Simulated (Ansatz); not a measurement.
Given this structure, coordinates from a relaxation with DFT, revPBE, plane waves (420 eV) with PAW, scalar-relativistic in Ansatz 0.2.0; the starting structure was generated, so it need not be a known form of this composition, written in its standard cell:

```
K
1.0
     6.84291    0.00000    0.00000
     0.00000    6.84291    0.00000
     0.00000    0.00000    6.84291
K
4
Direct
  0.00000 0.00000 0.00000
  0.00000 0.50000 0.50000
  0.50000 0.00000 0.50000
  0.50000 0.50000 0.00000
```

**What does the kinematic electron diffraction pattern along [001] look like at 120 kV (B = 0.8 Å²)?**

The spots form a square net with both shortest vectors at d = 3.42 Å, 90.0° apart. They are 2 0 0 and 0 2 0. The pattern has symmetry 4mm. The lattice centring (F) removes all reflections that break h + k = 2n, h + l = 2n.

Strongest reflections with d > 0.99 Å, one of each family (|F|² from tabulated Gaussian fits of the electron scattering factors, times a small damping for the curvature of the Ewald sphere):

```tsv
hkl	d (Å)	I (strongest = 100)
2 0 0	3.421	100
2 2 0	2.419	54
4 0 0	1.711	26
4 2 0	1.530	20
4 4 0	1.210	9
6 0 0	1.140	8
```

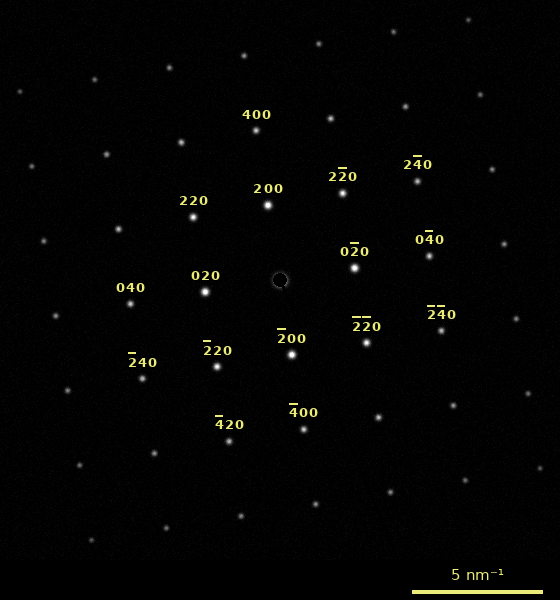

Calculated pattern, seen from the source side with [001] pointing towards the source.
